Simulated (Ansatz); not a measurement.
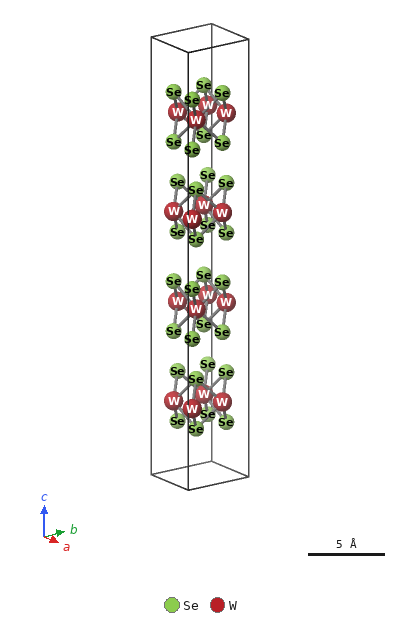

**Figure 1.** The input geometry (ball-and-stick view of the 2 × 2 repeat of the cell, with the vacuum cut short, seen slightly off an axis). An atom can appear more than once, as a periodic image. Near neighbours in the periodic cell (some may lie outside the picture): Se has 3 W at 2.53 Å; W has 6 Se at 2.53 Å.

# WSe$_{2}$: geometry relaxation (part 1 of 2)

WSe$_{2}$ (slab, 12 atoms in the cell), computed with DFT PBE+D3(BJ), scalar-relativistic, plane waves, PAW, no spin polarisation (Ansatz 0.2.0).

The structure derives from an entry of the Crystallography Open Database. The input holds or restrains some coordinates. Forces given for the steps count only the free coordinates. It belongs to a series of runs on one base structure; here: clean slab, lower half held.

### Output
```
Engine: ansatz 0.2.0, aarch64-unknown-linux-gnu
Pseudopotentials: kind: paw
Pseudopotential: Se, paw, valence charge 16, recommended cutoff 420 eV (normal), Se.paw.azcp
Pseudopotential: W, paw, valence charge 14, recommended cutoff 420 eV (normal), W.paw.azcp
Functional definition: PBE
  parameter kappa = 0.804
  parameter beta = 0.06672455060314922
  exchange = pbe_x(kappa = kappa, mu = beta*pi^2/3)
  correlation = pbe_c(beta = beta)
Crystal: 12 atoms, lattice volume = 368.286 Å³
Basis set: ecut = 420 eV, 7333 PW (Γ), exchange–correlation on 48×48×540 points (8 copies of the dense FFT grid, shifted against one another)
Bands: 111, of which v1, the nominal top of the filled ones, is band 92 counted from 1 (91 counted from 0)
Symmetry: 6 space group operations
k-points: 12 of 81 (time reversal used)
Non-local potential: Se, projectors of the file, l = 0: 2, l = 1: 2, l = 2: 3, l = 3: 1
Non-local potential: W, projectors of the file, l = 0: 3, l = 1: 2, l = 2: 2, l = 3: 1
PAW form: soft (Blöchl's): semilocal exchange-correlation on the pseudo side does not see the compensation charge
PAW one-centre angular grid: Se, 590 points (default); XC on 64 Gauss nodes
PAW one-centre angular grid: W, 590 points (default); XC on 64 Gauss nodes
Initial density: superposition of atomic densities (neutral atoms: chi_scale 0, normalization atom), corrected by the library's trained network
Initial wavefunctions: pseudopotential atomic-orbital guess
Functional: x = pbe(κ = 0.804, μ = 0.2195149727645171), c = pbe(β = 0.06672455060314922)
SCF iter   1: F=—  HF=-85303.649769 eV  |F-HF|=—  |Δ(HF+E_count)|=         —  Δρ=3.72e-3  dr2=8.22e-2  ethr=1.77e-3  p=0.000 e·Å  D=3.18e-13 V/Å  ΔV_dip=-0.00 eV  dr2_dipole=1.50e-7  V_vac-E_F(+/−)=4.05/4.05 eV  ⟨swp⟩=7.3  Hψ=5010  notcnv=0  defer=11
efield: sawtooth ramp at fractional position 0.9800 (placed from the atoms, in the widest stretch of the axis that holds none; the zero of the levels goes with the place), width 0.0400; the density the first Hamiltonian is built on has a dipole p = 0.000 e·Å; the dipole correction subtracts the counter field D = 3.18e-13 V/Å, which shifts the + side's vacuum level by -0.00 eV against the − side's; the planar-averaged density in the ramp window peaks in size at 1.8e-5 e/Å³
preconditioner: auto → Resta (q_TF=auto, 2.430 Å⁻¹)  ε∞=4.5  [insulator: Δε(μ)=1.086 eV  Ē_g=8.779 eV  σ=0.050 eV  W_gap=1.00  n_scr=108 (ndim 8)  ℏωp=16.4 eV  f_vac=0.360  D(μ)=0.00/eV (n_scr^D=0)  ε∞_Penn≈4.5  vacuum switching on, ρ_ref=5.6e-3 e/Å³]
SCF iter   2: F=—  HF=-85303.656007 eV  |F-HF|=—  |Δ(HF+E_count)|=   6.24e-3  Δρ=2.18e-3  dr2=2.48e-2  ethr=4.47e-5  p=0.000 e·Å  D=4.00e-5 V/Å  ΔV_dip=-0.00 eV  dr2_dipole=2.66e-7  V_vac-E_F(+/−)=4.34/4.34 eV  ⟨swp⟩=2.0  Hψ=2062  notcnv=0  defer=119
SCF iter   3: F=—  HF=-85303.658599 eV  |F-HF|=—  |Δ(HF+E_count)|=   2.59e-3  Δρ=1.43e-3  dr2=3.01e-3  ethr=1.35e-5  p=-0.000 e·Å  D=-9.66e-7 V/Å  ΔV_dip=0.00 eV  dr2_dipole=6.27e-9  V_vac-E_F(+/−)=4.23/4.23 eV  ⟨swp⟩=2.1  Hψ=1523  notcnv=0  defer=119
SCF iter   4: F=—  HF=-85303.662324 eV  |F-HF|=—  |Δ(HF+E_count)|=   3.73e-3  Δρ=3.33e-4  dr2=4.30e-4  ethr=1.63e-6  p=0.000 e·Å  D=1.34e-5 V/Å  ΔV_dip=-0.00 eV  dr2_dipole=6.22e-8  V_vac-E_F(+/−)=4.24/4.24 eV  ⟨swp⟩=2.3  Hψ=1802  notcnv=0  defer=127
SCF iter   5: F=—  HF=-85303.662512 eV  |F-HF|=—  |Δ(HF+E_count)|=   1.88e-4  Δρ=6.58e-5  dr2=3.26e-5  ethr=2.34e-7  p=-0.000 e·Å  D=-8.42e-6 V/Å  ΔV_dip=0.00 eV  dr2_dipole=1.04e-8  V_vac-E_F(+/−)=4.24/4.24 eV  ⟨swp⟩=2.8  Hψ=2240  notcnv=0  defer=127
SCF iter   6: F=-85303.662521 eV  HF=-85303.662519 eV  |F-HF|=1.77e-6  |Δ(HF+E_count)|=   7.19e-6  Δρ=2.86e-5  dr2=4.08e-6  ethr=1.22e-8  p=0.000 e·Å  D=1.28e-6 V/Å  ΔV_dip=-0.00 eV  dr2_dipole=1.10e-9  V_vac-E_F(+/−)=4.24/4.24 eV  ⟨swp⟩=19.8  Hψ=14444  notcnv=0
SCF 1 converged in 6 iterations: F = -85303.662521 eV  dr2 = 4.08e-6
  greatest PAW one-centre occupation: 1.000 electrons in one spin orbital (limit 2), on the Se atom at site 6 (counted from 0), in its partial waves of l = 2
relax step   1: F+E_penalty+E_count = -85303.66252115 eV  Δ(F+E_penalty+E_count) = +0.000e0 eV  max|allowed force component| = 3.164e-2 eV/Å  Δτ_max = 0.0000 Å  (6 SCF iters, dr2 threshold 2.25e-5 eV, accepted)
Initial density: handed on by an earlier stage of this run
Initial wavefunctions: those handed on with the density
iter 1 solved again at ethr=6.54e-7 eV; its pass at ethr=3.10e-3 eV (dr2=1.20e-3 eV) is discarded
SCF iter   1: F=—  HF=-85303.662767 eV  |F-HF|=—  |Δ(HF+E_count)|=         —  Δρ=5.78e-4  dr2=1.13e-3  ethr=6.54e-7  p=0.000 e·Å  D=1.28e-6 V/Å  ΔV_dip=-0.00 eV  dr2_dipole=5.58e-6  V_vac-E_F(+/−)=4.24/4.24 eV  ⟨swp⟩=2.8  Hψ=3604  notcnv=0  defer=139
efield: sawtooth ramp at fractional position 0.9800 (handed on by an earlier solve), width 0.0400; the density the first Hamiltonian is built on has a dipole p = 0.000 e·Å; the dipole correction subtracts the counter field D = 1.28e-6 V/Å, which shifts the + side's vacuum level by -0.00 eV against the − side's; the planar-averaged density in the ramp window peaks in size at 4.5e-6 e/Å³
preconditioner: auto → Resta (q_TF=auto, 2.430 Å⁻¹)  ε∞=4.5  [insulator: Δε(μ)=1.119 eV  Ē_g=8.789 eV  σ=0.050 eV  W_gap=1.00  n_scr=108 (ndim 8)  ℏωp=16.4 eV  f_vac=0.360  D(μ)=0.00/eV (n_scr^D=0)  ε∞_Penn≈4.5  vacuum switching on, ρ_ref=5.6e-3 e/Å³]
SCF iter   2: F=—  HF=-85303.662670 eV  |F-HF|=—  |Δ(HF+E_count)|=   9.68e-5  Δρ=2.91e-4  dr2=3.10e-4  ethr=6.12e-7  p=-0.000 e·Å  D=-2.30e-4 V/Å  ΔV_dip=0.01 eV  dr2_dipole=9.70e-7  V_vac-E_F(+/−)=4.25/4.24 eV  ⟨swp⟩=2.0  Hψ=1460  notcnv=0  defer=139
SCF iter   3: F=—  HF=-85303.662652 eV  |F-HF|=—  |Δ(HF+E_count)|=   1.77e-5  Δρ=1.72e-4  dr2=1.33e-4  ethr=1.68e-7  p=-0.000 e·Å  D=-6.68e-5 V/Å  ΔV_dip=0.00 eV  dr2_dipole=3.38e-7  V_vac-E_F(+/−)=4.24/4.24 eV  ⟨swp⟩=2.1  Hψ=1735  notcnv=0  defer=139
SCF iter   4: F=—  HF=-85303.662649 eV  |F-HF|=—  |Δ(HF+E_count)|=   3.44e-6  Δρ=2.58e-5  dr2=8.14e-6  ethr=7.25e-8  p=-0.000 e·Å  D=-4.21e-5 V/Å  ΔV_dip=0.00 eV  dr2_dipole=7.26e-9  V_vac-E_F(+/−)=4.24/4.24 eV  ⟨swp⟩=2.2  Hψ=1486  notcnv=0  defer=139
SCF iter   5: F=—  HF=-85303.662439 eV  |F-HF|=—  |Δ(HF+E_count)|=   2.10e-4  Δρ=1.51e-5  dr2=2.97e-6  ethr=4.42e-9  p=-0.000 e·Å  D=-5.41e-5 V/Å  ΔV_dip=0.00 eV  dr2_dipole=1.69e-7  V_vac-E_F(+/−)=4.24/4.24 eV  ⟨swp⟩=3.0  Hψ=1731  notcnv=0  defer=139
SCF iter   6: F=—  HF=-85303.662439 eV  |F-HF|=—  |Δ(HF+E_count)|=   1.90e-7  Δρ=4.36e-6  dr2=2.41e-7  ethr=1.61e-9  p=-0.000 e·Å  D=-9.28e-7 V/Å  ΔV_dip=0.00 eV  dr2_dipole=1.11e-8  V_vac-E_F(+/−)=4.24/4.24 eV  ⟨swp⟩=2.0  Hψ=1549  notcnv=0  defer=139
SCF iter   7: F=-85303.662439 eV  HF=-85303.662439 eV  |F-HF|=4.35e-8  |Δ(HF+E_count)|=   1.18e-8  Δρ=2.40e-6  dr2=8.19e-8  ethr=5.43e-11  p=-0.000 e·Å  D=-6.45e-6 V/Å  ΔV_dip=0.00 eV  dr2_dipole=2.63e-8  V_vac-E_F(+/−)=4.24/4.24 eV  ⟨swp⟩=17.4  Hψ=11185  notcnv=0
SCF 2 converged in 7 iterations: F = -85303.662439 eV  dr2 = 8.19e-8
relax step   2: F+E_penalty+E_count = -85303.66243851 eV  Δ(F+E_penalty+E_count) = +8.263e-5 eV  max|allowed force component| = 3.575e-2 eV/Å  Δτ_max = 0.0162 Å  (7 SCF iters, rejected (line search))
SCF iter   1: F=—  HF=-85303.662844 eV  |F-HF|=—  |Δ(HF+E_count)|=         —  Δρ=5.74e-4  dr2=1.07e-3  ethr=6.12e-6  p=-0.000 e·Å  D=-6.45e-6 V/Å  ΔV_dip=0.00 eV  dr2_dipole=3.75e-6  V_vac-E_F(+/−)=4.24/4.24 eV  ⟨swp⟩=2.5  Hψ=2206  notcnv=0  defer=139
efield: sawtooth ramp at fractional position 0.9800 (handed on by an earlier solve), width 0.0400; the density the first Hamiltonian is built on has a dipole p = -0.000 e·Å; the dipole correction subtracts the counter field D = -6.45e-6 V/Å, which shifts the + side's vacuum level by +0.00 eV against the − side's; the planar-averaged density in the ramp window peaks in size at 7.2e-6 e/Å³
preconditioner: auto → Resta (q_TF=auto, 2.430 Å⁻¹)  ε∞=4.5  [insulator: Δε(μ)=1.119 eV  Ē_g=8.792 eV  σ=0.050 eV  W_gap=1.00  n_scr=108 (ndim 8)  ℏωp=16.4 eV  f_vac=0.360  D(μ)=0.00/eV (n_scr^D=0)  ε∞_Penn≈4.5  vacuum switching on, ρ_ref=5.6e-3 e/Å³]
SCF iter   2: F=—  HF=-85303.662752 eV  |F-HF|=—  |Δ(HF+E_count)|=   9.20e-5  Δρ=2.89e-4  dr2=2.79e-4  ethr=5.84e-7  p=0.000 e·Å  D=1.83e-4 V/Å  ΔV_dip=-0.01 eV  dr2_dipole=4.46e-8  V_vac-E_F(+/−)=4.22/4.23 eV  ⟨swp⟩=2.0  Hψ=1781  notcnv=0  defer=139
SCF iter   3: F=—  HF=-85303.662735 eV  |F-HF|=—  |Δ(HF+E_count)|=   1.69e-5  Δρ=1.65e-4  dr2=1.21e-4  ethr=1.51e-7  p=0.000 e·Å  D=1.11e-4 V/Å  ΔV_dip=-0.00 eV  dr2_dipole=1.34e-9  V_vac-E_F(+/−)=4.23/4.24 eV  ⟨swp⟩=2.0  Hψ=1745  notcnv=0  defer=139
SCF iter   4: F=—  HF=-85303.662723 eV  |F-HF|=—  |Δ(HF+E_count)|=   1.21e-5  Δρ=2.48e-5  dr2=6.75e-6  ethr=6.56e-8  p=0.000 e·Å  D=3.03e-5 V/Å  ΔV_dip=-0.00 eV  dr2_dipole=2.91e-7  V_vac-E_F(+/−)=4.23/4.23 eV  ⟨swp⟩=2.1  Hψ=1478  notcnv=0  defer=139
SCF iter   5: F=—  HF=-85303.662522 eV  |F-HF|=—  |Δ(HF+E_count)|=   2.00e-4  Δρ=1.37e-5  dr2=2.04e-6  ethr=3.67e-9  p=0.000 e·Å  D=9.10e-5 V/Å  ΔV_dip=-0.00 eV  dr2_dipole=4.59e-7  V_vac-E_F(+/−)=4.23/4.24 eV  ⟨swp⟩=2.9  Hψ=1725  notcnv=0  defer=139
SCF iter   6: F=—  HF=-85303.662522 eV  |F-HF|=—  |Δ(HF+E_count)|=   1.17e-7  Δρ=4.30e-6  dr2=2.11e-7  ethr=1.11e-9  p=0.000 e·Å  D=1.85e-5 V/Å  ΔV_dip=-0.00 eV  dr2_dipole=1.69e-8  V_vac-E_F(+/−)=4.23/4.23 eV  ⟨swp⟩=2.0  Hψ=1772  notcnv=0  defer=139
SCF iter   7: F=-85303.662522 eV  HF=-85303.662522 eV  |F-HF|=1.62e-8  |Δ(HF+E_count)|=   1.03e-9  Δρ=2.23e-6  dr2=5.23e-8  ethr=5.43e-11  p=0.000 e·Å  D=2.33e-5 V/Å  ΔV_dip=-0.00 eV  dr2_dipole=1.46e-8  V_vac-E_F(+/−)=4.23/4.24 eV  ⟨swp⟩=17.1  Hψ=11068  notcnv=0
SCF 3 converged in 7 iterations: F = -85303.662522 eV  dr2 = 5.23e-8
  greatest PAW one-centre occupation: 1.000 electrons in one spin orbital (limit 2), on the Se atom at site 8 (counted from 0), in its partial waves of l = 2
relax step   3: F+E_penalty+E_count = -85303.66252231 eV  Δ(F+E_penalty+E_count) = -1.164e-6 eV  max|allowed force component| = 3.148e-2 eV/Å  Δτ_max = 0.0000 Å  (7 SCF iters, accepted)
SCF iter   1: F=—  HF=-85303.662765 eV  |F-HF|=—  |Δ(HF+E_count)|=         —  Δρ=5.38e-4  dr2=9.56e-4  ethr=5.10e-6  p=0.000 e·Å  D=2.33e-5 V/Å  ΔV_dip=-0.00 eV  dr2_dipole=7.91e-6  V_vac-E_F(+/−)=4.23/4.24 eV  ⟨swp⟩=2.7  Hψ=2200  notcnv=0  defer=139
efield: sawtooth ramp at fractional position 0.9800 (handed on by an earlier solve), width 0.0400; the density the first Hamiltonian is built on has a dipole p = 0.000 e·Å; the dipole correction subtracts the counter field D = 2.33e-5 V/Å, which shifts the + side's vacuum level by -0.00 eV against the − side's; the planar-averaged density in the ramp window peaks in size at 4.4e-6 e/Å³
SCF iter   2: F=—  HF=-85303.662685 eV  |F-HF|=—  |Δ(HF+E_count)|=   8.02e-5  Δρ=2.70e-4  dr2=2.48e-4  ethr=5.20e-7  p=-0.001 e·Å  D=-2.66e-4 V/Å  ΔV_dip=0.01 eV  dr2_dipole=2.18e-6  V_vac-E_F(+/−)=4.25/4.24 eV  ⟨swp⟩=2.0  Hψ=1784  notcnv=0  defer=139
SCF iter   3: F=—  HF=-85303.662669 eV  |F-HF|=—  |Δ(HF+E_count)|=   1.58e-5  Δρ=1.56e-4  dr2=1.01e-4  ethr=1.35e-7  p=-0.000 e·Å  D=-4.07e-5 V/Å  ΔV_dip=0.00 eV  dr2_dipole=8.56e-7  V_vac-E_F(+/−)=4.24/4.24 eV  ⟨swp⟩=2.0  Hψ=1733  notcnv=0  defer=139
SCF iter   4: F=—  HF=-85303.662669 eV  |F-HF|=—  |Δ(HF+E_count)|=   9.54e-8  Δρ=2.31e-5  dr2=5.51e-6  ethr=5.51e-8  p=-0.000 e·Å  D=-5.58e-5 V/Å  ΔV_dip=0.00 eV  dr2_dipole=6.12e-8  V_vac-E_F(+/−)=4.24/4.24 eV  ⟨swp⟩=2.1  Hψ=1478  notcnv=0  defer=139
SCF iter   5: F=—  HF=-85303.662454 eV  |F-HF|=—  |Δ(HF+E_count)|=   2.15e-4  Δρ=1.29e-5  dr2=1.83e-6  ethr=3.00e-9  p=-0.000 e·Å  D=-2.52e-5 V/Å  ΔV_dip=0.00 eV  dr2_dipole=2.02e-11  V_vac-E_F(+/−)=4.24/4.24 eV  ⟨swp⟩=3.0  Hψ=2106  notcnv=0  defer=139
SCF iter   6: F=—  HF=-85303.662454 eV  |F-HF|=—  |Δ(HF+E_count)|=   8.44e-8  Δρ=3.74e-6  dr2=1.38e-7  ethr=9.94e-10  p=-0.000 e·Å  D=-1.03e-5 V/Å  ΔV_dip=0.00 eV  dr2_dipole=2.77e-10  V_vac-E_F(+/−)=4.24/4.24 eV  ⟨swp⟩=2.0  Hψ=1894  notcnv=0  defer=139
SCF iter   7: F=-85303.662454 eV  HF=-85303.662454 eV  |F-HF|=3.29e-9  |Δ(HF+E_count)|=   1.18e-9  Δρ=1.86e-6  dr2=4.03e-8  ethr=5.43e-11  p=0.000 e·Å  D=2.95e-7 V/Å  ΔV_dip=-0.00 eV  dr2_dipole=9.66e-10  V_vac-E_F(+/−)=4.24/4.24 eV  ⟨swp⟩=16.8  Hψ=11103  notcnv=0
SCF 4 converged in 7 iterations: F = -85303.662454 eV  dr2 = 4.03e-8
relax step   4: F+E_penalty+E_count = -85303.66245362 eV  Δ(F+E_penalty+E_count) = +6.869e-5 eV  max|allowed force component| = 3.559e-2 eV/Å  Δτ_max = 0.0154 Å  (7 SCF iters, rejected (line search))
SCF iter   1: F=—  HF=-85303.662826 eV  |F-HF|=—  |Δ(HF+E_count)|=         —  Δρ=4.07e-4  dr2=5.35e-4  ethr=3.01e-6  p=0.000 e·Å  D=2.98e-7 V/Å  ΔV_dip=-0.00 eV  dr2_dipole=2.90e-7  V_vac-E_F(+/−)=4.24/4.24 eV  ⟨swp⟩=2.2  Hψ=2159  notcnv=0  defer=139
efield: sawtooth ramp at fractional position 0.9800 (handed on by an earlier solve), width 0.0400; the density the first Hamiltonian is built on has a dipole p = 0.000 e·Å; the dipole correction subtracts the counter field D = 2.98e-7 V/Å, which shifts the + side's vacuum level by -0.00 eV against the − side's; the planar-averaged density in the ramp window peaks in size at 6.3e-6 e/Å³
preconditioner: auto → Resta (q_TF=auto, 2.430 Å⁻¹)  ε∞=4.5  [insulator: Δε(μ)=1.120 eV  Ē_g=8.790 eV  σ=0.050 eV  W_gap=1.00  n_scr=108 (ndim 8)  ℏωp=16.4 eV  f_vac=0.360  D(μ)=0.00/eV (n_scr^D=0)  ε∞_Penn≈4.5  vacuum switching on, ρ_ref=5.6e-3 e/Å³]
SCF iter   2: F=—  HF=-85303.662796 eV  |F-HF|=—  |Δ(HF+E_count)|=   3.07e-5  Δρ=2.05e-4  dr2=1.45e-4  ethr=2.91e-7  p=-0.000 e·Å  D=-6.99e-5 V/Å  ΔV_dip=0.00 eV  dr2_dipole=2.04e-6  V_vac-E_F(+/−)=4.23/4.23 eV  ⟨swp⟩=2.0  Hψ=1705  notcnv=0  defer=139
SCF iter   3: F=—  HF=-85303.662787 eV  |F-HF|=—  |Δ(HF+E_count)|=   9.09e-6  Δρ=1.18e-4  dr2=6.42e-5  ethr=7.90e-8  p=0.000 e·Å  D=8.84e-5 V/Å  ΔV_dip=-0.00 eV  dr2_dipole=8.70e-7  V_vac-E_F(+/−)=4.23/4.24 eV  ⟨swp⟩=2.1  Hψ=1770  notcnv=0  defer=139
SCF iter   4: F=—  HF=-85303.662572 eV  |F-HF|=—  |Δ(HF+E_count)|=   2.14e-4  Δρ=1.70e-5  dr2=2.66e-6  ethr=3.49e-8  p=-0.000 e·Å  D=-1.78e-5 V/Å  ΔV_dip=0.00 eV  dr2_dipole=6.42e-7  V_vac-E_F(+/−)=4.24/4.23 eV  ⟨swp⟩=2.0  Hψ=1500  notcnv=0  defer=139
SCF iter   5: F=—  HF=-85303.662572 eV  |F-HF|=—  |Δ(HF+E_count)|=   5.79e-9  Δρ=9.12e-6  dr2=1.14e-6  ethr=1.45e-9  p=0.000 e·Å  D=7.41e-5 V/Å  ΔV_dip=-0.00 eV  dr2_dipole=4.88e-7  V_vac-E_F(+/−)=4.23/4.24 eV  ⟨swp⟩=3.0  Hψ=1682  notcnv=0  defer=139
SCF iter   6: F=—  HF=-85303.662572 eV  |F-HF|=—  |Δ(HF+E_count)|=   6.06e-8  Δρ=3.33e-6  dr2=1.05e-7  ethr=6.19e-10  p=0.000 e·Å  D=2.42e-5 V/Å  ΔV_dip=-0.00 eV  dr2_dipole=6.39e-10  V_vac-E_F(+/−)=4.23/4.24 eV  ⟨swp⟩=2.0  Hψ=1508  notcnv=0  defer=139
SCF iter   7: F=-85303.662572 eV  HF=-85303.662572 eV  |F-HF|=5.69e-9  |Δ(HF+E_count)|=   2.56e-9  Δρ=1.50e-6  dr2=2.27e-8  ethr=5.43e-11  p=0.000 e·Å  D=2.23e-5 V/Å  ΔV_dip=-0.00 eV  dr2_dipole=6.59e-9  V_vac-E_F(+/−)=4.23/4.24 eV  ⟨swp⟩=15.8  Hψ=10263  notcnv=0
SCF 5 converged in 7 iterations: F = -85303.662572 eV  dr2 = 2.27e-8
  greatest PAW one-centre occupation: 1.000 electrons in one spin orbital (limit 2), on the Se atom at site 3 (counted from 0), in its partial waves of l = 2
relax step   5: F+E_penalty+E_count = -85303.66257208 eV  Δ(F+E_penalty+E_count) = -4.977e-5 eV  max|allowed force component| = 4.805e-3 eV/Å  Δτ_max = 0.0072 Å  (7 SCF iters, accepted)
```

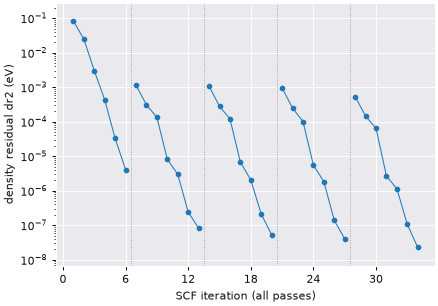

**Figure 2.** Convergence of the self-consistent field: density residual dr2 against the SCF iteration. The dotted lines part the SCF passes of the relaxation: geometry steps, rejected trials and re-solves on a re-selected basis. The 5 passes take 6 to 7 iterations each, 34 in all.

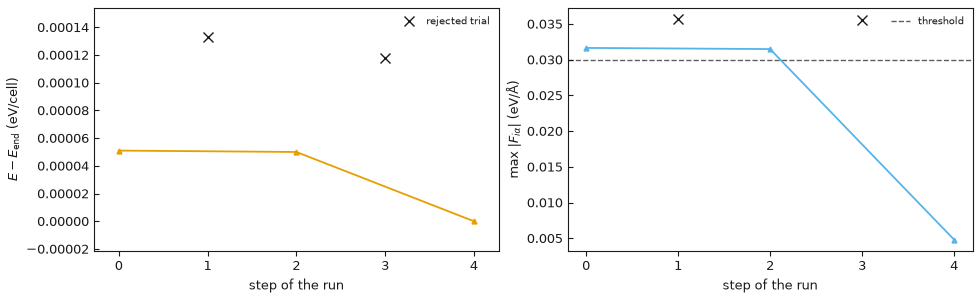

**Figure 3.** Progress of the restrained relaxation, step by step (the first geometry is step 0 here and step 1 in the log). Se12 moves most: 0.007 Å. By element the largest moves are Se 0.007 Å, W 0.005 Å. The cell stays as it was. Over 4 geometry steps the energy falls by 0.1 meV per cell of the calculation. Largest force component: 0.032 eV/Å at the start, 0.0048 eV/Å at the end. The line search rejected the trial steps at points 1, 3 (counted from 0) and went back. (Atoms are counted from 1 in the order of the input.)

```
WARN: The input density's exchange-correlation potential varies sharply where the density is thin. Do not read a vacuum level from v_tot or v_xc, or from such a field of the output density. On a cell that repeats whose density bears no net charge and no dipole along the vacuum's axis use v_es (v_loc + v_h of the components); under efield.dipole_correction with no amplitude use v_es + v_field, which holds any external_charges[].barrier, or the levels of the report's work_function block, which leave it out; under a non-zero efield.amplitude the vacuum is tilted and has no level; on a cell that repeats and bears such a dipole with no correction it is tilted too, and efield.dipole_correction with no amplitude gives each side of its ramp a level where efield: is served; in a cell that repeats whose density bears a net charge (total_charge, or a fill off its count) it is curved and has none; of a slab under crystal.periodic whose density bears no net charge use v_es, which has a level on each side, short of where the two are joined; of another it falls or rises all the way out and has none; of a slab beside external_charges read slab_vacuum_level instead, which it has where they leave it neutral. The grid or the basis barely resolves most such structure, and the values can differ between equally converged runs; as a rule a tighter scf.convergence.dr2_threshold does not remove it. Where the density itself ripples (under the LDA too) a higher basis.ecutwfc lessens it. The files hold the spikes' plane waves up to the density's cutoff. Files: v_tot and the like, and their columns of v_z.tsv (output.write_potential); v_xc and the like, and their columns of v_comp_z.tsv (output.write_potential_components); where files of the output density stand in their place, no point of their own thin density is over the threshold below, and this is of outcome.potential() and, of a run that writes arrays (npy), the arrays of these names. Measured: with its Gaussian average of σ = 0.25 Å subtracted twice, the exchange-correlation potential is over 0.1 eV at 1 of the grid points where the equally averaged density (valence and model cores) is under 1e-3 e/Å³, and 0.163 eV at the most among them, at an averaged density of 1.1e-6 e/Å³. See output.write_potential in the manual, Limitations
SCF converged after 7 iterations
Free energy (F): -85303.662572 eV
Harris-Foulkes:  -85303.662572 eV  (|F-HF|=5.69e-9)
Internal energy: -85303.662572 eV  (E = F + TS)
E sigma→0 (E₀):  -85303.662572 eV
```
